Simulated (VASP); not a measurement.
# Run report: SnS, geometry relaxation (part 4 of 4)

SnS (Pnma, 8 atoms in the cell); Kohn-Sham DFT of a periodic cell, PBE, VASP PAW PBE potentials, minimal, no spin polarisation (VASP 6.6.1); cutoff 300 eV, 2×4×3 k-mesh, Gaussian smearing of 0.03 eV. The structure derives from an entry of the Crystallography Open Database.

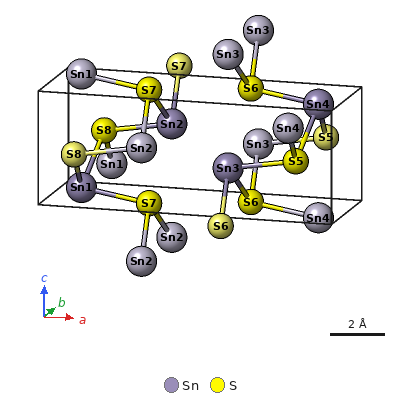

**Figure 1.** The geometry at step 8 of the log (ball-and-stick view of the cell of the calculation, seen slightly off an axis; neighbours outside the cell are drawn fainter; atoms are numbered from 1 in the order of the input).

**CONTCAR**
```
SnS
   1.00000000000000
    11.4520898467307823    0.0000000000000000    0.0000000000000000
     0.0000000000000000    4.0347175025702864   -0.0000000000000000
     0.0000000000000000    0.0000000000000000    4.3356219865867960
  Sn              S
     4     4
Direct
     0.1224229017356206    0.2500000000000000    0.1180106419309512
     0.3775770982643794    0.7500000000000000    0.6180106419309511
     0.6224229017356205    0.2500000000000000    0.3819893580690488
     0.8775770982643795    0.7500000000000000    0.8819893580690489
     0.8523420948780516    0.2500000000000000    0.4756538328127468
     0.6476579051219484    0.7500000000000000    0.9756538328127470
     0.3523420948780516    0.2500000000000000    0.0243461671872531
     0.1476579051219485    0.7500000000000000    0.5243461671872530

  0.00000000E+00  0.00000000E+00  0.00000000E+00
  0.00000000E+00  0.00000000E+00  0.00000000E+00
  0.00000000E+00  0.00000000E+00  0.00000000E+00
  0.00000000E+00  0.00000000E+00  0.00000000E+00
  0.00000000E+00  0.00000000E+00  0.00000000E+00
  0.00000000E+00  0.00000000E+00  0.00000000E+00
  0.00000000E+00  0.00000000E+00  0.00000000E+00
  0.00000000E+00  0.00000000E+00  0.00000000E+00
```

**Trajectory as extended XYZ (Å, eV, eV/Å), 16 frames, from step=0 to step=15**
```
8
Lattice="11.2000 0.0000 0.0000 0.0000 3.9870 0.0000 0.0000 0.0000 4.3340" Properties=species:S:1:pos:R:3:forces:R:3 step=0 energy=-35.44219
Sn    1.3373    0.9968    0.5192   -0.1385   0.0000  -0.0650
Sn    4.2627    2.9903    2.6862    0.1385   0.0000  -0.0650
Sn    6.9373    0.9968    1.6478   -0.1385   0.0000   0.0650
Sn    9.8627    2.9903    3.8148    0.1385   0.0000   0.0650
S     9.5290    0.9968    2.0773    0.2014   0.0000  -0.0587
S     7.2710    2.9903    4.2443   -0.2014   0.0000  -0.0587
S     3.9290    0.9968    0.0897    0.2014   0.0000   0.0587
S     1.6710    2.9903    2.2567   -0.2014   0.0000   0.0587
8
Lattice="11.4191 0.0000 0.0000 0.0000 4.0401 0.0000 0.0000 0.0000 4.3802" Properties=species:S:1:pos:R:3:forces:R:3 step=1 energy=-35.47457
Sn    1.3566    1.0100    0.5216    0.1841   0.0000   0.0935
Sn    4.3529    3.0301    2.7117   -0.1841   0.0000   0.0935
Sn    7.0662    1.0100    1.6685    0.1841   0.0000  -0.0935
Sn   10.0625    3.0301    3.8586   -0.1841   0.0000  -0.0935
S     9.7253    1.0100    2.0966   -0.0315   0.0000   0.0672
S     7.4034    3.0301    4.2867    0.0315   0.0000   0.0672
S     4.0157    1.0100    0.0935   -0.0315   0.0000  -0.0672
S     1.6938    3.0301    2.2836    0.0315   0.0000  -0.0672
8
Lattice="11.3481 0.0000 0.0000 0.0000 4.0229 0.0000 0.0000 0.0000 4.3652" Properties=species:S:1:pos:R:3:forces:R:3 step=2 energy=-35.48344
Sn    1.3503    1.0057    0.5208    0.0886   0.0000   0.0422
Sn    4.3237    3.0172    2.7034   -0.0886   0.0000   0.0422
Sn    7.0244    1.0057    1.6618    0.0886   0.0000  -0.0422
Sn    9.9977    3.0172    3.8444   -0.0886   0.0000  -0.0422
S     9.6617    1.0057    2.0903    0.0352   0.0000   0.0270
S     7.3605    3.0172    4.2729   -0.0352   0.0000   0.0270
S     3.9876    1.0057    0.0923    0.0352   0.0000  -0.0270
S     1.6864    3.0172    2.2749   -0.0352   0.0000  -0.0270
8
Lattice="11.3668 0.0000 0.0000 0.0000 4.0244 0.0000 0.0000 0.0000 4.3602" Properties=species:S:1:pos:R:3:forces:R:3 step=3 energy=-35.48568
Sn    1.3564    1.0061    0.5220    0.0773   0.0000   0.0198
Sn    4.3270    3.0183    2.7021   -0.0773   0.0000   0.0198
Sn    7.0399    1.0061    1.6580    0.0773   0.0000  -0.0198
Sn   10.0104    3.0183    3.8381   -0.0773   0.0000  -0.0198
S     9.6794    1.0061    2.0891    0.0205   0.0000   0.0056
S     7.3708    3.0183    4.2691   -0.0205   0.0000   0.0056
S     3.9960    1.0061    0.0910    0.0205   0.0000  -0.0056
S     1.6874    3.0183    2.2711   -0.0205   0.0000  -0.0056
8
Lattice="11.3973 0.0000 0.0000 0.0000 4.0269 0.0000 0.0000 0.0000 4.3520" Properties=species:S:1:pos:R:3:forces:R:3 step=4 energy=-35.48731
Sn    1.3664    1.0067    0.5240    0.0595   0.0000  -0.0169
Sn    4.3323    3.0202    2.7000   -0.0595   0.0000  -0.0169
Sn    7.0650    1.0067    1.6519    0.0595   0.0000   0.0169
Sn   10.0309    3.0202    3.8279   -0.0595   0.0000   0.0169
S     9.7083    1.0067    2.0870   -0.0033   0.0000  -0.0296
S     7.3877    3.0202    4.2630    0.0033   0.0000  -0.0296
S     4.0096    1.0067    0.0890   -0.0033   0.0000   0.0296
S     1.6890    3.0202    2.2650    0.0033   0.0000   0.0296
8
Lattice="11.3958 0.0000 0.0000 0.0000 4.0338 0.0000 0.0000 0.0000 4.3556" Properties=species:S:1:pos:R:3:forces:R:3 step=5 energy=-35.48891
Sn    1.3721    1.0085    0.5246    0.0410   0.0000  -0.0128
Sn    4.3258    3.0254    2.7024   -0.0410   0.0000  -0.0128
Sn    7.0700    1.0085    1.6532    0.0410   0.0000   0.0128
Sn   10.0238    3.0254    3.8310   -0.0410   0.0000   0.0128
S     9.7079    1.0085    2.0877    0.0034   0.0000  -0.0213
S     7.3859    3.0254    4.2655   -0.0034   0.0000  -0.0213
S     4.0100    1.0085    0.0901    0.0034   0.0000   0.0213
S     1.6879    3.0254    2.2679   -0.0034   0.0000   0.0213
8
Lattice="11.3939 0.0000 0.0000 0.0000 4.0428 0.0000 0.0000 0.0000 4.3603" Properties=species:S:1:pos:R:3:forces:R:3 step=6 energy=-35.48963
Sn    1.3794    1.0107    0.5253    0.0166   0.0000  -0.0068
Sn    4.3175    3.0321    2.7054   -0.0166   0.0000  -0.0068
Sn    7.0764    1.0107    1.6549    0.0166   0.0000   0.0068
Sn   10.0145    3.0321    3.8350   -0.0166   0.0000   0.0068
S     9.7074    1.0107    2.0885    0.0125   0.0000  -0.0106
S     7.3835    3.0321    4.2687   -0.0125   0.0000  -0.0106
S     4.0104    1.0107    0.0916    0.0125   0.0000   0.0106
S     1.6865    3.0321    2.2718   -0.0125   0.0000   0.0106
8
Lattice="11.4053 0.0000 0.0000 0.0000 4.0384 0.0000 0.0000 0.0000 4.3591" Properties=species:S:1:pos:R:3:forces:R:3 step=7 energy=-35.49029
Sn    1.3860    1.0096    0.5247   -0.0005   0.0000  -0.0165
Sn    4.3167    3.0288    2.7042    0.0005   0.0000  -0.0165
Sn    7.0886    1.0096    1.6549   -0.0005   0.0000   0.0165
Sn   10.0193    3.0288    3.8345    0.0005   0.0000   0.0165
S     9.7186    1.0096    2.0865    0.0096   0.0000  -0.0178
S     7.3893    3.0288    4.2660   -0.0096   0.0000  -0.0178
S     4.0160    1.0096    0.0931    0.0096   0.0000   0.0178
S     1.6867    3.0288    2.2727   -0.0096   0.0000   0.0178
8
Lattice="11.4144 0.0000 0.0000 0.0000 4.0348 0.0000 0.0000 0.0000 4.3582" Properties=species:S:1:pos:R:3:forces:R:3 step=8 energy=-35.49049
Sn    1.3913    1.0087    0.5242   -0.0143   0.0000  -0.0238
Sn    4.3160    3.0261    2.7033    0.0143   0.0000  -0.0238
Sn    7.0985    1.0087    1.6549   -0.0143   0.0000   0.0238
Sn   10.0232    3.0261    3.8340    0.0143   0.0000   0.0238
S     9.7276    1.0087    2.0848    0.0075   0.0000  -0.0239
S     7.3940    3.0261    4.2638   -0.0075   0.0000  -0.0239
S     4.0204    1.0087    0.0943    0.0075   0.0000   0.0239
S     1.6868    3.0261    2.2734   -0.0075   0.0000   0.0239
8
Lattice="11.4453 0.0000 0.0000 0.0000 4.0331 0.0000 0.0000 0.0000 4.3608" Properties=species:S:1:pos:R:3:forces:R:3 step=9 energy=-35.49077
Sn    1.3982    1.0083    0.5220    0.0062   0.0000  -0.0082
Sn    4.3245    3.0248    2.7024   -0.0062   0.0000  -0.0082
Sn    7.1208    1.0083    1.6583    0.0062   0.0000   0.0082
Sn   10.0471    3.0248    3.8387   -0.0062   0.0000   0.0082
S     9.7559    1.0083    2.0826   -0.0141   0.0000  -0.0101
S     7.4120    3.0248    4.2630    0.0141   0.0000  -0.0101
S     4.0332    1.0083    0.0977   -0.0141   0.0000   0.0101
S     1.6894    3.0248    2.2781    0.0141   0.0000   0.0101
8
Lattice="11.4368 0.0000 0.0000 0.0000 4.0335 0.0000 0.0000 0.0000 4.3601" Properties=species:S:1:pos:R:3:forces:R:3 step=10 energy=-35.49082
Sn    1.3963    1.0084    0.5226    0.0005   0.0000  -0.0124
Sn    4.3221    3.0252    2.7026   -0.0005   0.0000  -0.0124
Sn    7.1147    1.0084    1.6574    0.0005   0.0000   0.0124
Sn   10.0405    3.0252    3.8374   -0.0005   0.0000   0.0124
S     9.7482    1.0084    2.0832   -0.0083   0.0000  -0.0139
S     7.4071    3.0252    4.2632    0.0083   0.0000  -0.0139
S     4.0297    1.0084    0.0968   -0.0083   0.0000   0.0139
S     1.6887    3.0252    2.2768    0.0083   0.0000   0.0139
8
Lattice="11.4400 0.0000 0.0000 0.0000 4.0308 0.0000 0.0000 0.0000 4.3570" Properties=species:S:1:pos:R:3:forces:R:3 step=11 energy=-35.49106
Sn    1.3981    1.0077    0.5202   -0.0023   0.0000  -0.0079
Sn    4.3219    3.0231    2.6987    0.0023   0.0000  -0.0079
Sn    7.1181    1.0077    1.6584   -0.0023   0.0000   0.0079
Sn   10.0420    3.0231    3.8369    0.0023   0.0000   0.0079
S     9.7510    1.0077    2.0792   -0.0050   0.0000  -0.0081
S     7.4090    3.0231    4.2577    0.0050   0.0000  -0.0081
S     4.0310    1.0077    0.0994   -0.0050   0.0000   0.0081
S     1.6890    3.0231    2.2779    0.0050   0.0000   0.0081
8
Lattice="11.4437 0.0000 0.0000 0.0000 4.0277 -0.0000 0.0000 0.0000 4.3536" Properties=species:S:1:pos:R:3:forces:R:3 step=12 energy=-35.49116
Sn    1.4001    1.0069    0.5174   -0.0058   0.0000  -0.0032
Sn    4.3217    3.0208    2.6942    0.0058   0.0000  -0.0032
Sn    7.1220    1.0069    1.6594   -0.0058   0.0000   0.0032
Sn   10.0436    3.0208    3.8362    0.0058   0.0000   0.0032
S     9.7543    1.0069    2.0746   -0.0013   0.0000  -0.0016
S     7.4112    3.0208    4.2514    0.0013   0.0000  -0.0016
S     4.0325    1.0069    0.1022   -0.0013   0.0000   0.0016
S     1.6894    3.0208    2.2791    0.0013   0.0000   0.0016
8
Lattice="11.4494 0.0000 0.0000 0.0000 4.0310 -0.0000 0.0000 0.0000 4.3481" Properties=species:S:1:pos:R:3:forces:R:3 step=13 energy=-35.49130
Sn    1.4010    1.0077    0.5152   -0.0001   0.0000   0.0005
Sn    4.3237    3.0232    2.6893    0.0001   0.0000   0.0005
Sn    7.1257    1.0077    1.6588   -0.0001   0.0000  -0.0005
Sn   10.0484    3.0232    3.8328    0.0001   0.0000  -0.0005
S     9.7592    1.0077    2.0703   -0.0027   0.0000   0.0025
S     7.4150    3.0232    4.2443    0.0027   0.0000   0.0025
S     4.0345    1.0077    0.1037   -0.0027   0.0000  -0.0025
S     1.6902    3.0232    2.2778    0.0027   0.0000  -0.0025
8
Lattice="11.4542 0.0000 0.0000 0.0000 4.0337 -0.0000 0.0000 0.0000 4.3434" Properties=species:S:1:pos:R:3:forces:R:3 step=14 energy=-35.49134
Sn    1.4018    1.0084    0.5134    0.0046   0.0000   0.0033
Sn    4.3253    3.0253    2.6851   -0.0046   0.0000   0.0033
Sn    7.1289    1.0084    1.6583    0.0046   0.0000  -0.0033
Sn   10.0524    3.0253    3.8300   -0.0046   0.0000  -0.0033
S     9.7632    1.0084    2.0667   -0.0038   0.0000   0.0060
S     7.4181    3.0253    4.2384    0.0038   0.0000   0.0060
S     4.0361    1.0084    0.1050   -0.0038   0.0000  -0.0060
S     1.6910    3.0253    2.2767    0.0038   0.0000  -0.0060
8
Lattice="11.4521 0.0000 0.0000 0.0000 4.0347 -0.0000 0.0000 0.0000 4.3356" Properties=species:S:1:pos:R:3:forces:R:3 step=15 energy=-35.49137
Sn    1.4020    1.0087    0.5117   -0.0040   0.0000  -0.0039
Sn    4.3240    3.0260    2.6795    0.0040   0.0000  -0.0039
Sn    7.1280    1.0087    1.6562   -0.0040   0.0000   0.0039
Sn   10.0501    3.0260    3.8240    0.0040   0.0000   0.0039
S     9.7611    1.0087    2.0623    0.0024   0.0000   0.0009
S     7.4170    3.0260    4.2301   -0.0024   0.0000   0.0009
S     4.0351    1.0087    0.1056    0.0024   0.0000  -0.0009
S     1.6910    3.0260    2.2734   -0.0024   0.0000  -0.0009
```

This output came from the following input.

**INCAR**
```
SYSTEM = SnS
ALGO     = Normal         ! electronic algorithm
EDIFF    = 1E-6           ! SCF threshold, eV
EDIFFG   = -0.01          ! ionic threshold
ENCUT    = 300            ! plane-wave cutoff, eV
GGA      = PE             ! functional
IBRION   = 2              ! ionic algorithm
ISIF     = 3              ! what is computed and relaxed
ISMEAR   = 0              ! smearing method
KPAR     = 2            
LASPH    = .TRUE.         ! aspherical terms in the spheres
LCHARG   = .FALSE.        ! write CHGCAR
LREAL    = .FALSE.        ! projectors in reciprocal space
LWAVE    = .FALSE.        ! write WAVECAR
NELM     = 80             ! most SCF steps
NSW      = 90             ! ionic steps
PREC     = Accurate       ! precision mode
SIGMA    = 0.03           ! smearing width, eV
```

**KPOINTS**
```
k-points
0
G
  2 4 3
  0 0 0
```

**POSCAR**
```
SnS
1.0
   11.2000000000      0.0000000000      0.0000000000
    0.0000000000      3.9870000000      0.0000000000
    0.0000000000      0.0000000000      4.3340000000
Sn S
4 4
Direct
    0.1194000000      0.2500000000      0.1198000000
    0.3806000000      0.7500000000      0.6198000000
    0.6194000000      0.2500000000      0.3802000000
    0.8806000000      0.7500000000      0.8802000000
    0.8508000000      0.2500000000      0.4793000000
    0.6492000000      0.7500000000      0.9793000000
    0.3508000000      0.2500000000      0.0207000000
    0.1492000000      0.7500000000      0.5207000000
```

Command:
```bash
cat potpaw_PBE.64/Sn/POTCAR potpaw_PBE.64/S/POTCAR > POTCAR
mpirun -np 2 vasp_std > vasp.out
```

**Results in brief**

| quantity | value |
| --- | --- |
| outcome | converged |
| space group (tolerance 0.01 Å) | Pnma (62) |
| electrons treated | 40 |
| free energy | −35.4914 eV |
| Fermi energy | 4.405 eV |
| gap on the k-point mesh | 1.00 eV |
| pressure | 0.03 GPa |
| final volume | 200.33 Å³ |
| largest force (length of the vector) at the end | 0.006 eV/Å |
| final cell | a = 11.452 Å, b = 4.035 Å, c = 4.336 Å, α = 90.00°, β = 90.00°, γ = 90.00° |
| hardware | 2 threads of Intel Xeon (Granite Rapids), 360 GiB of memory available, shared host |
| wall time | 68 s (CPU time 2.2 min) |
| peak memory | 0.18 GiB |
